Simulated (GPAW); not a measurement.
**AlN: optical spectrum from first principles**

Wanted: where AlN starts to absorb, how strongly, and its refractive index. The cell comes from an older database entry, whose edges can differ from later determinations, mostly by under a per cent.

Method: DFT, LDA, plane-wave PAW (GPAW data sets), scalar-relativistic, RPA, optical limit, in GPAW 26.7.0.

The database entry behind the starting cell differs from later determinations by our own check (inner coordinate u about 0.002 short), so it need not match the best structure at ambient conditions.

## Step 1: Set-up

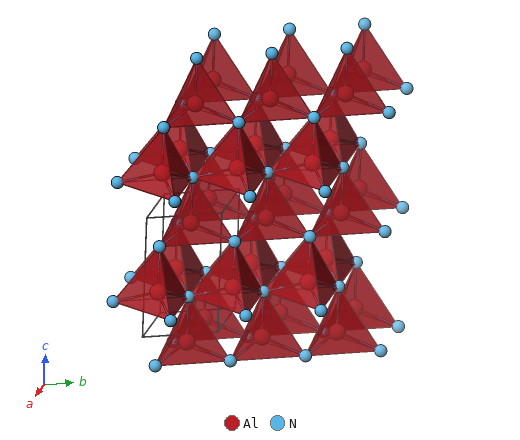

The cell as given, slightly off an axis (aluminium red, nitrogen blue). 2×3×2 cells are drawn. Some periodic images of atoms are drawn too.

## Step 2: Ground state

First the ground state: is it a metal or has it a gap?

This step: DFT, LDA, plane-wave PAW (GPAW data sets), scalar-relativistic, ground state (GPAW 26.7.0).

gs.py

```python
from ase import Atoms
from ase.dft.bandgap import bandgap
from gpaw import GPAW, PW, FermiDirac

atoms = Atoms(['Al', 'Al', 'N', 'N'],
              cell=[[3.113000000011, 0.000000000000, 0.000000000000],
                    [-1.556500000006, 2.695937081990, 0.000000000000],
                    [0.000000000000, 0.000000000000, 4.981000000000]],
              scaled_positions=[[0.666666666667, 0.333333333333, 0.500000000000],
                                [0.333333333333, 0.666666666667, 0.000000000000],
                                [0.666666666667, 0.333333333333, 0.880000000000],
                                [0.333333333333, 0.666666666667, 0.380000000000]],
              pbc=[True, True, True])
atoms.calc = GPAW(mode=PW(500), xc='LDA', kpts={'size': (9, 9, 5), 'gamma': True},
                  occupations=FermiDirac(0.05), maxiter=150, txt='gs.txt')
print('energy (eV)', atoms.get_potential_energy())
print('Fermi level (eV)', atoms.calc.get_fermi_level())
print('valence electrons', atoms.calc.get_number_of_electrons())
print('gap (eV)', bandgap(atoms.calc, output=None)[0])
print('direct gap (eV)', bandgap(atoms.calc, direct=True, output=None)[0])
atoms.calc.write('gs.gpw')
```

The run is started by

```
$ OMP_NUM_THREADS=1 python gs.py
```

Numbers of over 12 decimals in the logs are rounded to 6 here.

Log:

```text
__  _  _
 | _ |_)|_||  |
 |__||  | ||/\| - 26.7.0

Versions:
  Python: 3.12.14
  ASE:    3.29.0
  Numpy:  2.5.5
  Scipy:  1.18.1
  Libxc:  7.0.0

Input parameters:
  mode=PW(ecut=500.0),
  kpts=MonkhorstPack(size=(9, 9, 5), gamma=True),
  maxiter=150,
  occupations=Occupations(name='fermi-dirac', width=0.05, fixmagmom=False),
  xc=XC(name='LDA')

Diagonalizing LCAO Hamiltonian
Converting LCAO to pw mode

           N

           Al
        N

        Al

Atoms  # Å, Bohr magnetons
|   | symbol |         x |        y |        z |    initial magnetic moments |
| 0 |     Al |  1.556500 | 0.898646 | 2.490500 | ( 0.0000,  0.0000,  0.0000) |
| 1 |     Al | -0.000000 | 1.797291 | 0.000000 | ( 0.0000,  0.0000,  0.0000) |
| 2 |      N |  1.556500 | 0.898646 | 4.383280 | ( 0.0000,  0.0000,  0.0000) |
| 3 |      N | -0.000000 | 1.797291 | 1.892780 | ( 0.0000,  0.0000,  0.0000) |

Unit cell  # Å
| periodic |         x |        y |        z |  lengths |     angles |
|      yes |  3.113000 | 0.000000 | 0.000000 | 3.113000 |  90.000000 |
|      yes | -1.556500 | 2.695937 | 0.000000 | 3.113000 |  90.000000 |
|      yes |  0.000000 | 0.000000 | 4.981000 | 4.981000 | 120.000000 |

Number of symmetries: 6
Symmetry operations  # r_c * U_cc + t_c -> r_c
|   | kind |            matrix            |
| 0 |  σ   |  1, 1, 0,  0,-1, 0,  0, 0, 1 |
| 1 |  E   |  1, 0, 0,  0, 1, 0,  0, 0, 1 |
| 2 |  C3  |  0, 1, 0, -1,-1, 0,  0, 0, 1 |
| 3 |  σ   |  0,-1, 0, -1, 0, 0,  0, 0, 1 |
| 4 |  σ   | -1, 0, 0,  1, 1, 0,  0, 0, 1 |
| 5 |  C3  | -1,-1, 0,  1, 0, 0,  0, 0, 1 |

BZ-sampling:
  Number of BZ points: 405
  Number of IBZ points: 50

  Monkhorst-Pack size: [9, 9, 5]
  Monkhorst-Pack shift: [0, 0, 0]

K-points  # in reciprocal-cell coordinates
|     |                                coordinates |     weight |
|   0 | (  0.00000000,   0.00000000,   0.00000000) | 0.00246914 |
|   1 | (  0.00000000,   0.00000000,   0.20000000) | 0.00493827 |
|   2 | (  0.00000000,   0.00000000,   0.40000000) | 0.00493827 |
|   3 | (  0.11111111,   0.00000000,  -0.40000000) | 0.01481481 |
|   4 | (  0.11111111,   0.00000000,  -0.20000000) | 0.01481481 |
|   5 | (  0.11111111,   0.00000000,   0.00000000) | 0.01481481 |
|   6 | (  0.11111111,   0.00000000,   0.20000000) | 0.01481481 |
|   7 | (  0.11111111,   0.00000000,   0.40000000) | 0.01481481 |
|   8 | (  0.22222222,  -0.11111111,   0.00000000) | 0.01481481 |
|   9 | (  0.22222222,  -0.11111111,   0.20000000) | 0.02962963 |
| ... |                                            |            |
|  49 | (  0.44444444,   0.44444444,   0.40000000) | 0.02962963 |

Plane wave coefficients: 1087
Cutoff: 500.0 eV

Spin-components: 1 (collinear spins)
Bands:           14
Projectors:      20
Spin-degeneracy: 2
Datatype:        complex128

Parallelization:
  kpt:    1
  domain: 1
  band:   1

Density:
  Valence electrons: 16.0
  Components: 1
  Grid points: [18 18 27]
  Charge: 0.0  # |e|

Potential:
  Grid points: [18 18 27]

species:
  Al:
    name:    Aluminium
    id:
    Z:       13.0
    valence: 3
    core:    10
    charge:  0.0  # [|e|]
    compensation charges:
      type: gauss
      rc: 0.34  # [Å]
      lmax: 2
    cutoffs:
      filter: 1.91  # [Å]
      core: 2.36  # [Å]
    projectors
    | kind |    occ | energy [eV] | rcut [Å] |
    |   3s |  2.000 |      -7.830 |    1.085 |
    |   3p |  1.000 |      -2.783 |    1.085 |
    |    s |        |      19.382 |    1.085 |
    |    p |        |      24.428 |    1.085 |
    |    d |        |       0.000 |    1.085 |

    Using partial waves for Al as LCAO basis

  N:
    name:    Nitrogen
    id:
    Z:       7.0
    valence: 5
    core:    2
    charge:  0.0  # [|e|]
    compensation charges:
      type: gauss
      rc: 0.18  # [Å]
      lmax: 2
    cutoffs:
      filter: 1.11  # [Å]
      core: 0.96  # [Å]
    projectors
    | kind |    occ | energy [eV] | rcut [Å] |
    |   2s |  2.000 |     -18.420 |    0.603 |
    |   2p |  3.000 |      -7.237 |    0.529 |
    |    s |        |       8.791 |    0.603 |
    |    p |        |      19.974 |    0.529 |
    |    d |        |       0.000 |    0.577 |

    Using partial waves for N as LCAO basis

Reference energy: -16098.591502  # eV

eigensolver:
  PPCG
  Converge bands: occupied
  niter=2

density mixing:
  MSR1-Mixer
  Pratt-step length: 0.05
  Maximum mixing coefficient: 0.75
  Old densities: 10
  SVD Regularization: 0.005
  Good broyden scale: 1.0
  Trust region scale: 1.0
  Backstep threshold: 4.0
  History deletion threshold: 6.0
  Fourier metric: weight=20.0, sigma=0.015

occupation numbers:
  Fermi-Dirac:
    width: 0.0500  # eV

poisson solver:
  ecut: 4000.0  # eV

xc functional:
  name: None

convergence criteria:
- Maximum [total energy] change in last 3 cyles: 0.0005 eV / valence electron
- Maximum integral of absolute [dens]ity change: 0.0001 electrons / valence electron
- Maximum integral of absolute [eigenst]ate change: 4e-08 eV^2 / valence electron
maximum number of iterations: 150

SCF iterations
|iter     |      energy | eigst |  dens |
|iter:   1||  -35.440757 | -0.25 |       |
|iter:   2||  -34.488890 | -1.83 | -0.56 |
|iter:   3||  -31.618833 | -0.54 | -0.61 |
|iter:   4||  -31.590962 | -2.76 | -1.25 |
|iter:   5||  -31.586296 | -3.51 | -1.59 |
|iter:   6||  -31.586385c| -5.42 | -2.73 |
|iter:   7||  -31.586398c| -6.66 | -3.15 |
|iter:   8||  -31.586398c| -7.57c| -4.43c|

Converged in 8 steps
SCF loop duration: 12.996 s (1.624 s/step)
Energy contributions relative to reference atoms: (reference = -16098.591502)

Energy contributions:
  Kinetic:          27.424560
  Coulomb:         -22.004686
  Zero:             -0.142741
  External:          0.000000
  Xc:              -36.863531
  Entropy:          -0.000000
  Spinorbit:         0.000000
  ----------------------------
  Free energy:     -31.586398
  Extrapolated:    -31.586398

dipole moment: (-0.000008, 0.000004, -6.825044)  # |e|*Ang

Fermi level: 6.782
Eigenvalues  # (at kpt = [0.000, 0.000, 0.000])
| band index |      eig [eV] | occ [0-2] |
|          0 |        -9.238 |     2.000 |
|          1 |        -7.040 |     2.000 |
|          2 |        -0.178 |     2.000 |
|          3 |         5.012 |     2.000 |
|          4 |         5.012 |     2.000 |
|          5 |         5.690 |     2.000 |
|          6 |         5.690 |     2.000 |
|          7 |         5.873 |     2.000 |
|          8 |        10.052 |     0.000 |
|          9 |        12.387 |     0.000 |
|         10 |        16.406 |     0.000 |
|         11 |        16.829 |     0.000 |
|         12 |        16.829 |     0.000 |
|         13 |        18.793 |     0.000 |

Gap: 4.179 eV
Transition (v -> c):
  (s=0, k=0, n=7, [0.00, 0.00, 0.00]) -> (s=0, k=0, n=8, [0.00, 0.00, 0.00])
No difference between direct/indirect transitions

--- standard output ---
energy (eV) -31.586398
Fermi level (eV) 6.782405
valence electrons 16.0
gap (eV) 4.179112
direct gap (eV) 4.179112
```

It took 15 s on 1 thread of Arm Neoverse V1, shared host; peak memory 0.16 GiB.

Read-outs, printed or worked out from the files:

```
energy                 : -31.59 eV
Fermi energy           : 6.782 eV
gap on the k-mesh      : 4.179 eV
direct gap on the mesh : 4.179 eV
electrons              : 16
```

There is a gap, 4.18 eV on this mesh (points off the mesh can give less), so no carriers' term is needed.

## Step 3: Bands for the response

The response needs many more empty bands than the density does.

This step: DFT, LDA, plane-wave PAW (GPAW data sets), scalar-relativistic, bands at fixed density (GPAW 26.7.0).

nscf.py

```python
from ase.dft.bandgap import bandgap
from gpaw import GPAW, FermiDirac

calc = GPAW('gs.gpw').fixed_density(kpts={'size': (12, 12, 6), 'gamma': True}, nbands=36, convergence={'bands': 30},
                                    occupations=FermiDirac(0.001), txt='nscf.txt')
print('gap (eV)', bandgap(calc, output=None)[0])
print('direct gap (eV)', bandgap(calc, direct=True, output=None)[0])
print('top band over the Fermi level (eV)', min(calc.get_eigenvalues(kpt=k)[29] for k in range(len(calc.get_ibz_k_points()))) - calc.get_fermi_level())
calc.write('full.gpw', mode='all')
```

The run is started by

```
$ OMP_NUM_THREADS=1 python nscf.py
```

Log:

```text
Diagonalizing LCAO Hamiltonian
Converting LCAO to pw mode
convergence criteria:
- Maximum integral of absolute [eigenst]ate change: 4e-08 eV^2 / valence electron
maximum number of iterations: 150

SCF iterations
|iter     |      energy | eigst |  dens |
|iter:   1||             | +3.05 |       |
|iter:   2||             | +1.46 |       |
|iter:   3||             | +0.11 |       |
|iter:   4||             | -0.88 |       |
|iter:   5||             | -2.13 |       |
|iter:   6||             | -3.18 |       |
|iter:   7||             | -4.28 |       |
|iter:   8||             | -5.32 |       |
|iter:   9||             | -6.35 |       |
|iter:  10||             | -7.05 |       |
|iter:  11||             | -7.60c|       |
SCF steps: 11
  __  _  _
 | _ |_)|_||  |
 |__||  | ||/\| - 26.7.0

Versions:
  Python: 3.12.14
  ASE:    3.29.0
  Numpy:  2.5.5
  Scipy:  1.18.1
  Libxc:  7.0.0

Input parameters:
  mode=PW(ecut=500.0),
  convergence={'bands': 30},
  gpts=array([18, 18, 27]),
  kpts=MonkhorstPack(size=(12, 12, 6), gamma=True),
  maxiter=150,
  nbands=36,
  occupations=Occupations(name='fermi-dirac', width=0.001, fixmagmom=False),
  parallel={},
  xc=XC(name='LDA')

--- standard output ---
gap (eV) 4.179112
direct gap (eV) 4.179112
top band over the Fermi level (eV) 27.403787
```

Elapsed: 87 s, on 1 thread; peak memory 0.24 GiB.

## Step 4: Dielectric function, RPA

Local fields let the induced charge screen the field inside the cell, which as a rule lowers ε, most along directions where the density is uneven.

This step: DFT, LDA, plane-wave PAW (GPAW data sets), scalar-relativistic, RPA, optical limit (GPAW 26.7.0).

df.py

```python
from gpaw.response.df import DielectricFunction

df = DielectricFunction('full.gpw', frequencies={'type': 'nonlinear', 'domega0': 0.03, 'omega2': 8},
                        ecut=80,
                        eta=0.15,
                        nbands=30,
                        txt='df.txt')
for direction in ['x', 'z']:
    df.get_dielectric_function(xc='RPA', direction=direction, filename=f'df_{direction}.csv')
```

The run is started by

```
$ OMP_NUM_THREADS=1 python df.py
```

Log:

```text
Using integrator: PointIntegrator
NonLinearFrequencyDescriptor(from 0.000 to 47.253 eV, 458 points)
Nonperiodic BCs:  [False False False]
Using integrator: PointIntegrator
NonLinearFrequencyDescriptor(from 0.000 to 47.253 eV, 458 points)
Nonperiodic BCs:  [False False False]

Calculating chi0 body with:
    Ground state adapter containing:
    Number of spins: 1
    Number of kpoints: 864
    Number of irreducible kpoints: 100
    Number of completely occupied states: 8
    Number of partially occupied states: 8

    Linear response parametrization:
    q_c: [0.0, 0.0, 0.0]
    Number of frequency points: 458
    Planewave cutoff: 80.0
    Number of bands: 30
    Number of planewaves: 67
    Broadening (eta): 0.15

Integrating chi0 body.

Symmetries of q_c:
    Direct symmetries (Uq -> q): 6
    Indirect symmetries (TUq -> q): 6
In total 12 allowed symmetries.

100 groups of equivalent kpoints. 88.425926% reduction.

Integral kind: spectral function

Calculating chi0 optical extensions with:
    Ground state adapter containing:
    Number of spins: 1
    Number of kpoints: 864
    Number of irreducible kpoints: 100
    Number of completely occupied states: 8
    Number of partially occupied states: 8

    Linear response parametrization:
    Number of frequency points: 458
    Planewave cutoff: 80.0
    Number of bands: 30
    Number of planewaves: 67
    Broadening (eta): 0.15
Integrating chi0 head and wings.

Symmetries of q_c:
    Direct symmetries (Uq -> q): 6
    Indirect symmetries (TUq -> q): 6
In total 12 allowed symmetries.

100 groups of equivalent kpoints. 88.425926% reduction.

Integral kind: spectral function wings
```

Elapsed: 13 s, on 1 thread; peak memory 0.31 GiB.

Read-outs, printed or worked out from the files:

```
electronic dielectric constant ε∞, mean over x, y and z (by symmetry where fewer were run) : 4.373
main peak of Im epsilon, first axis                                                        : 7.823 eV
```

Some rows of df_x.csv (energy; Re and Im without local fields; Re and Im with them):

```text
0.000000, 4.642725, -0.000000, 4.314539, 0.000000
0.429336, 4.652261, 0.006698, 4.323070, 0.005993
0.878195, 4.683071, 0.014013, 4.350641, 0.012540
1.347938, 4.739738, 0.022414, 4.401365, 0.020068
1.840057, 4.829363, 0.032650, 4.481640, 0.029258
2.356191, 4.963426, 0.046059, 4.601850, 0.041333
2.898142, 5.161947, 0.065431, 4.780215, 0.058878
3.467895, 5.465133, 0.098455, 5.053740, 0.089141
4.067647, 5.985187, 0.194122, 5.528019, 0.179774
4.699832, 6.799609, 0.660595, 6.265516, 0.626868
5.367152, 7.015294, 1.287138, 6.355219, 1.238792
6.072622, 8.177110, 3.119386, 7.333584, 2.842843
6.819608, 7.540494, 6.524125, 6.777524, 5.685524
7.611886, 4.903167, 9.009358, 4.879196, 7.833939
8.453705, 1.454983, 7.758824, 1.769613, 7.026670
9.349861, 1.432279, 4.680811, 0.960335, 4.269844
10.305790, 1.829539, 4.880007, 1.180743, 3.768454
11.327680, 0.681405, 5.248642, 1.159124, 3.823189
12.422601, -1.511459, 5.173262, 0.158574, 4.632720
13.598673, -2.008945, 3.194956, -0.894013, 3.536498
14.865263, -1.968043, 1.704463, -1.717398, 2.350260
```

The Im ε has structure finer than the step of the table below, so its rows give means over 0.5 eV, whole bins alone (the curve runs from 0 to 15.0 eV). Peaks (eV: height): E ∥ x 7.85: 8.38, 8.45: 7.03, 12.42: 4.63; E ∥ z 6.87: 8.75, 9.35: 5.94, 12.10: 4.92.

Values under the direct gap are tails of Lorentzian lines. The Im ε by photon energy; means over each step:

```tsv
photon energy (eV)	E ∥ x	E ∥ z
0.5	0.00701	0.00801
1.0	0.0144	0.0165
1.5	0.0228	0.0262
2.0	0.0328	0.0380
2.5	0.0456	0.0534
3.0	0.0635	0.0759
3.5	0.0928	0.117
4.0	0.173	0.273
4.5	0.442	0.707
5.0	0.987	0.843
5.5	1.30	1.75
6.0	2.58	3.97
6.5	4.38	7.01
7.0	6.00	8.38
7.5	7.27	6.90
8.0	7.20	4.86
8.5	6.39	3.65
9.0	4.71	3.90
9.5	4.13	5.44
10.0	3.91	4.87
10.5	4.05	4.21
11.0	3.79	3.20
11.5	3.90	4.20
12.0	4.10	4.78
12.5	4.36	4.13
13.0	4.11	4.06
13.5	3.48	3.06
14.0	3.09	2.64
14.5	3.01	2.51
```

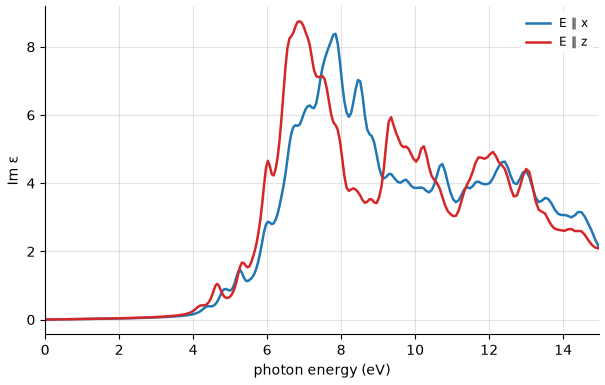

Im ε, plotted against photon energy.

The Re ε by photon energy:

```tsv
photon energy (eV)	E ∥ x	E ∥ z
0	4.31	4.49
1	4.36	4.54
2	4.51	4.72
3	4.82	5.08
4	5.46	5.88
5	6.35	6.92
6	7.48	8.46
7	6.46	3.86
8	1.58	0.363
9	0.301	3.01
10	1.12	1.05
11	0.580	0.837
12	0.873	0.522
13	-0.495	-0.609
14	-0.920	-0.930
```

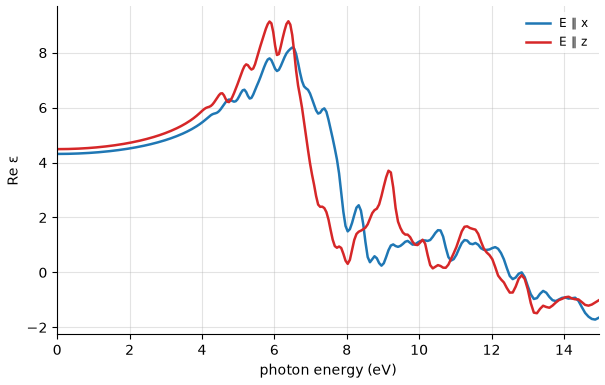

Re ε against photon energy.

Table of refractive index n and extinction k by photon energy:

```tsv
photon energy (eV)	n, E ∥ x	k, E ∥ x	n, E ∥ z	k, E ∥ z
0	2.08	0	2.12	0
2	2.12	0.00769	2.17	0.00871
4	2.34	0.0341	2.42	0.0520
6	2.78	0.510	3.01	0.761
8	2.12	1.70	1.63	1.52
10	1.60	1.20	1.71	1.37
12	1.58	1.27	1.64	1.47
14	1.07	1.44	0.959	1.36
```

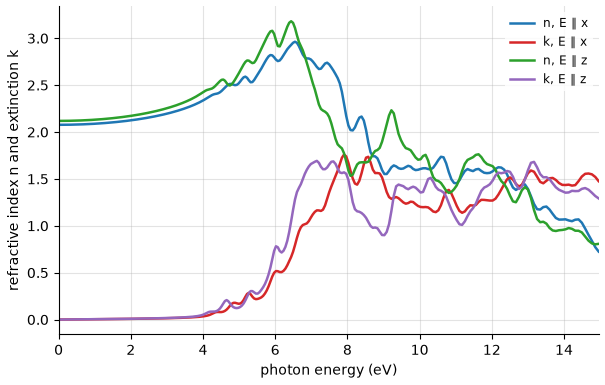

Refractive index n and extinction k against photon energy.

The Im ε, E ∥ x has structure finer than the step of the table below, so its rows give means over 1 eV, whole bins alone (the curve runs from 0 to 15.0 eV). Peaks (eV: height): without local fields 7.8: 9.35, 8.5: 7.76, 10.7: 6.41; with local fields 7.8: 8.38, 8.5: 7.03, 12.4: 4.63.

Values under the direct gap are tails of Lorentzian lines. The Im ε, E ∥ x by photon energy; means over each step:

```tsv
photon energy (eV)	without local fields	with local fields
1	0.0163	0.0146
2	0.0369	0.0331
3	0.0719	0.0648
4	0.218	0.204
5	0.982	0.937
6	2.81	2.52
7	6.90	5.97
8	8.03	7.21
9	5.26	4.95
10	4.82	3.92
11	5.40	3.93
12	5.33	4.19
13	4.04	3.97
14	2.78	3.18
```

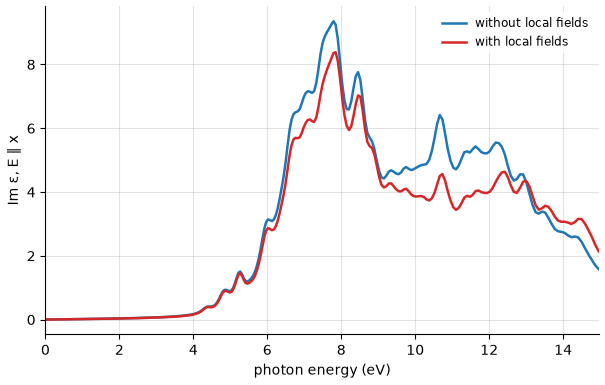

Im ε, E ∥ x, plotted against photon energy.

The reflectivity at normal incidence has structure finer than the step of the table below, so its rows give means over 1 eV, whole bins alone (the curve runs from 0 to 15.0 eV). Peaks (eV: height): E ∥ x 7.9: 34.2, 8.6: 33.5, 10.8: 26.3; E ∥ z 6.9: 33.8, 10.3: 29.3, 12.5: 32.8, 13.3: 38.1, 14.7: 36.6.

The reflectivity at normal incidence by photon energy; means over each step:

```tsv
photon energy (eV)	E ∥ x (%)	E ∥ z (%)
1	12.4	13.1
2	13.0	13.7
3	14.0	14.9
4	16.1	17.3
5	19.0	20.5
6	23.5	27.2
7	28.2	32.9
8	31.4	26.8
9	27.9	21.2
10	22.2	27.0
11	23.0	21.7
12	24.8	28.3
13	30.9	33.3
14	33.2	33.8
```

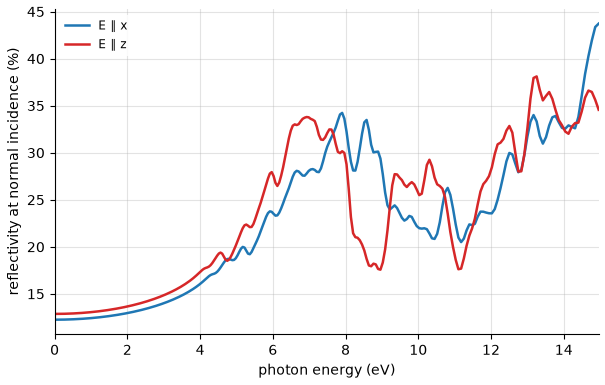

Reflectivity at normal incidence against photon energy.

Optical constants at common wavelengths, from n + ik = √ε:

```tsv
wavelength (nm)	n x	k x	R (%) x	1/α x	n z	k z	R (%) z	1/α z
1550	2.08	0.003	12.4	45 µm	2.13	0.003	13.0	40 µm
800	2.10	0.006	12.7	11 µm	2.15	0.006	13.3	10 µm
633	2.12	0.007	12.9	6.7 µm	2.17	0.008	13.6	5.9 µm
532	2.14	0.009	13.2	4.5 µm	2.19	0.011	14.0	3.9 µm
450	2.17	0.012	13.7	2.9 µm	2.23	0.014	14.5	2.5 µm
365	2.24	0.019	14.6	1.5 µm	2.30	0.022	15.6	1.3 µm
308	2.34	0.035	16.1	691 nm	2.43	0.056	17.4	440 nm
```

Below the direct gap, k and the depth come from the tails of the Lorentzian lines, not from transitions.

Rows near the edge hang on the gap, which this functional as a rule makes too small, and phonon-assisted absorption is left out.

At 1064 nm the birefringence n(z) − n(x) is +0.044: the crystal is uniaxial positive at this level.

## Step 5: What came out

| Property | Result |
| --- | --- |
| electronic dielectric constant ε∞, mean over x, y and z (by symmetry where fewer were run) (RPA) | 4.37 |
| main peak of Im epsilon, first axis | 7.82 eV |

In words: At this level (LDA, RPA) AlN has a mean ε∞ = 4.37 and n = 2.08 at 1550 nm (E ∥ x), and Im ε peaks at 7.8 eV (E ∥ x). On the mesh the gap is 4.18 eV and the least direct gap 4.18 eV. Local fields change the static value along x from 4.64 to 4.31 (-7 %). Distinct maxima of Im ε, read by a parabola through the highest points, lie at 7.82 eV (8.4), 8.48 eV (7.0), 10.72 eV (4.6) and 12.39 eV (4.6) for E ∥ x. The static values by axis are 4.31 (x), 4.49 (z). At 1064 nm the birefringence n(z) − n(x) is +0.044: the crystal is uniaxial positive at this level. Excitons and phonon-assisted transitions are missing; LDA gaps are as a rule too small, which pulls the onset down and ε∞ up. The sum runs over mesh points, so small or evenly spaced maxima can still be ripples of the mesh.

[Machine, clock and banner lines and Python warnings are left out of the logs.]

[Logs are printed without paths, hosts, clocks, repeated set-up lines and the standing remarks that a program may print on its own settings, such as how far it seeks lower states.]

[Hosts, paths, dates, database ids (printed as entryN), source tags and the programs' standing remarks are cut or masked in the printed files.]
